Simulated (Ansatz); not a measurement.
## Geometry relaxation of Zr3S2 (part 2 of 2)

Zr3S2 (I-4m2, 5 atoms in the cell); DFT PBE, scalar-relativistic, plane waves, PAW, no spin polarisation (Ansatz 0.2.0); cutoff 420 eV, 14×14×14 k-mesh, Gaussian smearing of 0.1 eV. The structure was made by a generator, so it may or may not be a known phase.

Geometry of the input (Å; fractional positions):
```
-1.7706  1.7706  8.6644
1.7706  -1.7706  8.6644
1.7706  1.7706  -8.6644
Zr 0.6433  0.6433  0.0000
Zr 0.3567  0.3567  -0.0000
Zr 0.0000  0.0000  0.0000
S  0.7500  0.2500  0.5000
S  0.5000  0.5000  0.0000
```

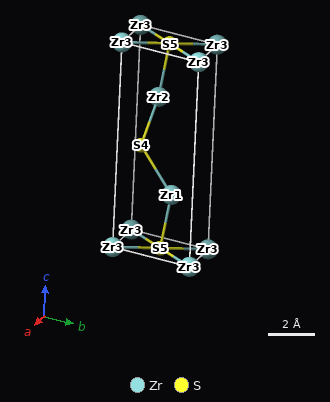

Figure 1. The geometry at step 1 of the log (ball-and-stick view of the reduced cell, seen slightly off an axis; atoms are numbered from 1 in the order of the input).

## Log, continued
```
SCF iter   1: F=—  HF=-14360.666745 eV  |F-HF|=—  |Δ(HF+E_count)|=         —  Δρ=6.28e-4  dr2=2.92e-3  ethr=6.09e-6  ⟨swp⟩=1.1  Hψ=32000  notcnv=0
preconditioner: auto → Kerker (q_TF=auto, 2.381 Å⁻¹)  [metal: Δε(μ)=0.002 eV  Ē_g=6.420 eV  σ=0.100 eV  W_gap=0.01  n_scr=22 (ndim 8)  ℏωp=17.5 eV  f_vac=0.000  D(μ)=3.20/eV (n_scr^D=22)]
SCF iter   2: F=—  HF=-14360.666540 eV  |F-HF|=—  |Δ(HF+E_count)|=   2.05e-4  Δρ=3.25e-4  dr2=8.01e-4  ethr=6.08e-6  ⟨swp⟩=1.1  Hψ=7101  notcnv=0
SCF iter   3: F=—  HF=-14360.666443 eV  |F-HF|=—  |Δ(HF+E_count)|=   9.69e-5  Δρ=1.04e-4  dr2=1.22e-4  ethr=1.67e-6  ⟨swp⟩=1.6  Hψ=7326  notcnv=0
SCF iter   4: F=—  HF=-14360.666471 eV  |F-HF|=—  |Δ(HF+E_count)|=   2.80e-5  Δρ=4.25e-5  dr2=6.07e-6  ethr=2.53e-7  ⟨swp⟩=2.0  Hψ=7936  notcnv=0
SCF iter   5: F=—  HF=-14360.666470 eV  |F-HF|=—  |Δ(HF+E_count)|=   8.83e-7  Δρ=1.49e-5  dr2=4.80e-7  ethr=1.26e-8  ⟨swp⟩=2.0  Hψ=9277  notcnv=0
SCF iter   6: F=-14360.666470 eV  HF=-14360.666470 eV  |F-HF|=2.21e-9  |Δ(HF+E_count)|=   2.84e-8  Δρ=4.32e-6  dr2=2.64e-8  ethr=6.52e-10  ⟨swp⟩=9.9  Hψ=49220  notcnv=0
SCF 2 converged in 6 iterations: F = -14360.666470 eV  dr2 = 2.64e-8
relax step   2: F+E_penalty+E_count = -14360.66647012 eV  Δ(F+E_penalty+E_count) = -3.730e-4 eV  max|allowed force component| = 1.148e-2 eV/Å  Δτ_max = 0.0059 Å  P = -0.022 GPa  Ω = 108.631 Å³  energy of the carried Pulay correction = +3.152e-6 eV  (6 SCF iters, dr2 threshold 3.13e-7 eV, accepted)
Crystal: 5 atoms, lattice volume = 108.604 Å³
iter 1 solved again at ethr=1.68e-7 eV; its pass at ethr=3.10e-3 eV (dr2=8.07e-5 eV) is discarded
SCF iter   1: F=—  HF=-14360.666451 eV  |F-HF|=—  |Δ(HF+E_count)|=         —  Δρ=9.62e-5  dr2=8.06e-5  ethr=1.68e-7  ⟨swp⟩=1.1  Hψ=31973  notcnv=0
preconditioner: auto → Kerker (q_TF=auto, 2.381 Å⁻¹)  [metal: Δε(μ)=0.004 eV  Ē_g=6.422 eV  σ=0.100 eV  W_gap=0.02  n_scr=22 (ndim 8)  ℏωp=17.5 eV  f_vac=0.000  D(μ)=3.17/eV (n_scr^D=22)]
SCF iter   2: F=—  HF=-14360.666487 eV  |F-HF|=—  |Δ(HF+E_count)|=   3.67e-5  Δρ=4.86e-5  dr2=2.16e-5  ethr=1.68e-7  ⟨swp⟩=1.1  Hψ=7104  notcnv=0
SCF iter   3: F=—  HF=-14360.666486 eV  |F-HF|=—  |Δ(HF+E_count)|=   1.71e-6  Δρ=1.73e-5  dr2=3.52e-6  ethr=4.50e-8  ⟨swp⟩=1.5  Hψ=7226  notcnv=0
SCF iter   4: F=—  HF=-14360.666485 eV  |F-HF|=—  |Δ(HF+E_count)|=   1.08e-6  Δρ=6.76e-6  dr2=1.42e-7  ethr=7.33e-9  ⟨swp⟩=2.0  Hψ=7961  notcnv=0
SCF iter   5: F=—  HF=-14360.666485 eV  |F-HF|=—  |Δ(HF+E_count)|=   1.95e-8  Δρ=2.26e-6  dr2=1.06e-8  ethr=2.96e-10  ⟨swp⟩=2.0  Hψ=9033  notcnv=0
SCF iter   6: F=-14360.666485 eV  HF=-14360.666485 eV  |F-HF|=3.27e-11  |Δ(HF+E_count)|=  1.51e-10  Δρ=6.68e-7  dr2=6.54e-10  ethr=1.72e-11  ⟨swp⟩=7.0  Hψ=37839  notcnv=0
SCF 3 converged in 6 iterations: F = -14360.666485 eV  dr2 = 6.54e-10
  greatest PAW one-centre occupation: 0.996 electrons in one spin orbital (limit 2), on the Zr atom at site 0 (counted from 0), in its partial waves of l = 0
relax step   3: F+E_penalty+E_count = -14360.66648457 eV  Δ(F+E_penalty+E_count) = -1.445e-5 eV  max|allowed force component| = 6.427e-5 eV/Å  Δτ_max = 0.0008 Å  P = +0.009 GPa  Ω = 108.604 Å³  energy of the carried Pulay correction = +6.833e-6 eV  (6 SCF iters, dr2 threshold 8.24e-9 eV, accepted)
Initial wavefunctions: pseudopotential atomic-orbital guess (no wavefunctions were taken with the density)
iter 1 solved again at ethr=1.06e-7 eV; its pass at ethr=3.10e-3 eV (dr2=5.09e-5 eV) is discarded
SCF iter   1: F=—  HF=-14360.666437 eV  |F-HF|=—  |Δ(HF+E_count)|=         —  Δρ=1.58e-6  dr2=1.46e-9  ethr=1.06e-7  ⟨swp⟩=3.2  Hψ=50990  notcnv=0
eigensolver tolerance schedule: the retry pair's looser diagonalisation over-reported the residual by 34833.41 of it (diagonalisation noise at an unbounded share of the residual, at the tolerance the schedule requests for it); recorded, not acted on — ethr = c·dr2/N_el stays at c = 1.0e-1
preconditioner: auto → Kerker (q_TF=auto, 2.381 Å⁻¹)  [metal: Δε(μ)=0.002 eV  Ē_g=6.422 eV  σ=0.100 eV  W_gap=0.01  n_scr=22 (ndim 8)  ℏωp=17.5 eV  f_vac=0.000  D(μ)=3.17/eV (n_scr^D=22)]
SCF iter   2: F=—  HF=-14360.666478 eV  |F-HF|=—  |Δ(HF+E_count)|=   4.17e-5  Δρ=7.29e-7  dr2=4.03e-10  ethr=3.04e-12  ⟨swp⟩=3.0  Hψ=18916  notcnv=0
SCF iter   3: F=—  HF=-14360.666478 eV  |F-HF|=—  |Δ(HF+E_count)|=  1.07e-10  Δρ=4.69e-7  dr2=1.93e-10  ethr=1.00e-12  ⟨swp⟩=1.0  Hψ=7076  notcnv=0
SCF iter   4: F=-14360.666478 eV  HF=-14360.666478 eV  |F-HF|=3.64e-12  |Δ(HF+E_count)|=  1.02e-10  Δρ=9.47e-8  dr2=1.96e-11  ethr=1.00e-12  ⟨swp⟩=5.3  Hψ=35606  notcnv=0
SCF 4 converged in 4 iterations: F = -14360.666478 eV  dr2 = 1.96e-11
relax step   4: F+E_penalty+E_count = -14360.66647847 eV  Δ(F+E_penalty+E_count) = +6.105e-6 eV  max|allowed force component| = 6.179e-5 eV/Å  Δτ_max = 0.0000 Å  P = +0.009 GPa  Ω = 108.604 Å³  stress off target by 9.54e-3 GPa  SCF on the basis re-selected at this cell (its energy is not comparable with the rows above)  (4 SCF iters)
basis re-selected at this cell: Δ(F+E_penalty+E_count) = +6.105e-6 eV, ΔP = -0.000 GPa vs the last step (what re-selecting the basis moved, of the pressure what is left beyond the Pulay correction that the steps carried, after the strain that the cell walked since its last selection, with what the two solves' SCF thresholds leave and, on support functions, any second-order correction that the steps lacked; it is no measure of the basis error at this ecutwfc). This SCF's stress stands 9.54e-3 GPa from its target on what of the cell is left free (relax.cell.stress_tol is 5.00e-2 GPa) and its largest allowed force component is 6.18e-5 eV/Å (relax.f_tol is 1.00e-2 eV/Å): within both
SCF converged after 4 iterations
Free energy (F): -14360.666478 eV
Harris-Foulkes:  -14360.666478 eV  (|F-HF|=3.64e-12)
Internal energy: -14360.650606 eV  (E = F + TS)
E sigma→0 (E₀):  -14360.658542 eV
Entropy (-TS):   -0.015873 eV (-3.175 meV/atom)
Fermi energy:    11.865931 eV
--- Per-component energies (eV) ---
  E_band       = -347.987473
  E_kinetic    = 1217.907312
  E_local      = -2543.005837  (includes V_loc(G=0)·N_el)
  E_nonlocal   = 295.044797
  E_hartree    = 841.776671
  E_xc         = -681.522718
  E_vxc        = -750.930795  (∫ρ·V_xc dr)
  E_paw        = -10062.537665  (= ΣΔE_a)
  E_vpaw       = -250.556302  (= ΣTr[D̂ρ^β])
  E_aug_tail   = 0.000077  (compensation charges beyond the density's cutoff)
  E_ewald      = -3428.313243
  E_smearing   = -0.015873  (= −TS)
  E_closure    = 0.000000  (closes the sum)
  Σ components = -14360.666478   (vs F -14360.666478, Δ=0.00e0)
--- Forces (eV/Å), atoms counted from 1 ---
  atom   1  Zr    -0.00000000     0.00000000     0.00006179
  atom   2  Zr     0.00000000     0.00000000    -0.00006179
  atom   3  Zr    -0.00000000     0.00000000     0.00000000
  atom   4  S      0.00000000     0.00000000     0.00000000
  atom   5  S      0.00000000     0.00000000     0.00000000
  max |Σ_I F_I| component: 1.04e-17 eV/Å
--- Stress (GPa, compression-positive) ---
        0.009540       0.000000       0.000000
        0.000000       0.009540       0.000000
        0.000000       0.000000       0.007486
  P = ⅓ Tr σ = 0.0089 GPa (0.089 kbar)
--- Band table (eV; the first three rows and the last of 244) ---
  k-point 0: bands = ["-37.5586", "-37.5525", "-37.4481", "-15.7718", "-15.7447", "-15.6200", "-15.6200", "-15.4632", "-15.4632", "-15.4298", "-15.4298", "-15.2383", "-3.5961", "-1.9032", "5.4956", "6.8447", "7.9770", "7.9770", "8.5932", "8.5932", "9.0228", "9.0394", "10.4426", "10.6137", "11.9767", "12.3943", "12.3943", "12.6110", "13.0356"]
  k-point 1: bands = ["-37.5568", "-37.5512", "-37.4467", "-15.7891", "-15.7396", "-15.6323", "-15.6117", "-15.4754", "-15.4725", "-15.4451", "-15.4393", "-15.2352", "-3.4960", "-1.8682", "5.5236", "6.8490", "7.3359", "7.5872", "8.3530", "8.5349", "9.2559", "9.6101", "10.5481", "10.7059", "12.2962", "12.4172", "12.4821", "12.6555", "12.9790"]
  k-point 2: bands = ["-37.5519", "-37.5476", "-37.4429", "-15.8260", "-15.7258", "-15.6665", "-15.5994", "-15.5070", "-15.4988", "-15.4836", "-15.4641", "-15.2297", "-3.2434", "-1.7712", "5.5958", "6.2385", "6.8719", "7.0896", "7.9309", "8.4076", "9.6962", "10.3918", "10.8032", "11.0375", "12.1894", "12.5837", "12.5857", "12.9732", "13.1047"]
  k-point 243: bands = ["-37.5571", "-37.5540", "-37.4480", "-15.7909", "-15.7213", "-15.6206", "-15.6206", "-15.4598", "-15.4598", "-15.4327", "-15.4327", "-15.2430", "-3.5537", "-1.9737", "5.9565", "6.2941", "7.8743", "7.8743", "8.7787", "8.7787", "8.9935", "9.7758", "9.7854", "11.0153", "11.9785", "12.0047", "12.0047", "12.2835", "12.4472"]
--- Relaxed structure (3 steps of the walk, 3 accepted, 1 SCFs on fresh bases) ---
  F+E_penalty+E_count = -14360.66647847 eV   max|allowed force component| = 6.179e-5 eV/Å   (the final SCF, on the basis selected at the relaxed cell)
  cell:  # Å, volume = 108.6044 Å³
    - [-1.7701153140518335, 1.7701153140518335, 8.665314797040805]
    - [1.7701153140518335, -1.7701153140518335, 8.665314797040805]
    - [1.7701153140518335, 1.7701153140518335, -8.665314797040805]
  atoms:
    - { symbol: Zr, position: [0.6436179055289195, 0.6436179055289195, -1.2316359701891927e-19] }
    - { symbol: Zr, position: [0.35638209447108044, 0.35638209447108044, -6.371584003646838e-21] }
    - { symbol: Zr, position: [5.1660560233387136e-36, 6.180276785399045e-34, 5.020502587115739e-34] }
    - { symbol: S, position: [0.75, 0.25000000000000006, 0.5] }
    - { symbol: S, position: [0.5, 0.5, -6.476759051128177e-20] }
```

## Trajectory as extended XYZ (Å, eV, eV/Å), 4 frames, from step=1 to step=4
```
5
Lattice="-1.7706 1.7706 8.6644 1.7706 -1.7706 8.6644 1.7706 1.7706 -8.6644" Properties=species:S:1:pos:R:3:forces:R:3 step=1 energy=-14360.66610 pressure_GPa=-0.01
Zr    0.0000    0.0000   11.1480    0.0000   0.0000   0.0707
Zr    0.0000    0.0000    6.1807    0.0000   0.0000  -0.0707
Zr    0.0000    0.0000    0.0000    0.0000   0.0000   0.0000
S     0.0000    1.7706    4.3322    0.0000   0.0000   0.0000
S     0.0000    0.0000    8.6644    0.0000   0.0000   0.0000
5
Lattice="-1.7702 1.7702 8.6662 1.7702 -1.7702 8.6662 1.7702 1.7702 -8.6662" Properties=species:S:1:pos:R:3:forces:R:3 step=2 energy=-14360.66647 pressure_GPa=-0.02
Zr    0.0000    0.0000   11.1563    0.0000   0.0000  -0.0115
Zr    0.0000    0.0000    6.1761    0.0000   0.0000   0.0115
Zr    0.0000    0.0000    0.0000    0.0000   0.0000   0.0000
S     0.0000    1.7702    4.3331    0.0000   0.0000   0.0000
S     0.0000    0.0000    8.6662    0.0000   0.0000   0.0000
5
Lattice="-1.7701 1.7701 8.6653 1.7701 -1.7701 8.6653 1.7701 1.7701 -8.6653" Properties=species:S:1:pos:R:3:forces:R:3 step=3 energy=-14360.66648 pressure_GPa=0.01
Zr    0.0000    0.0000   11.1543    0.0000   0.0000   0.0001
Zr    0.0000    0.0000    6.1763    0.0000   0.0000  -0.0001
Zr    0.0000    0.0000    0.0000    0.0000   0.0000   0.0000
S     0.0000    1.7701    4.3327    0.0000   0.0000   0.0000
S     0.0000    0.0000    8.6653    0.0000   0.0000   0.0000
5
Lattice="-1.7701 1.7701 8.6653 1.7701 -1.7701 8.6653 1.7701 1.7701 -8.6653" Properties=species:S:1:pos:R:3:forces:R:3 step=4 energy=-14360.66648 pressure_GPa=0.01
Zr    0.0000    0.0000   11.1543    0.0000   0.0000   0.0001
Zr    0.0000    0.0000    6.1763    0.0000   0.0000  -0.0001
Zr    0.0000    0.0000    0.0000    0.0000   0.0000   0.0000
S     0.0000    1.7701    4.3327    0.0000   0.0000   0.0000
S     0.0000    0.0000    8.6653    0.0000   0.0000   0.0000
```

## Results in brief

- outcome: converged
- space group (tolerance 0.01 Å): I-4m2 (119)
- electrons treated: 48
- free energy: −14360.6665 eV
- Fermi energy: 11.866 eV
- gap on the k-point mesh: none (metallic)
- pressure: 0.01 GPa
- final volume: 108.60 Å³
- largest force (length of the vector) at the end: under 0.001 eV/Å
- final cell: a = 9.020 Å, b = 9.020 Å, c = 9.020 Å, α = 157.36°, β = 157.36°, γ = 32.23°
- hardware: 1 thread of Intel Xeon @ 2.70GHz, 189 GiB of memory available, shared host
- wall time: 6 min
- peak memory: 0.87 GiB
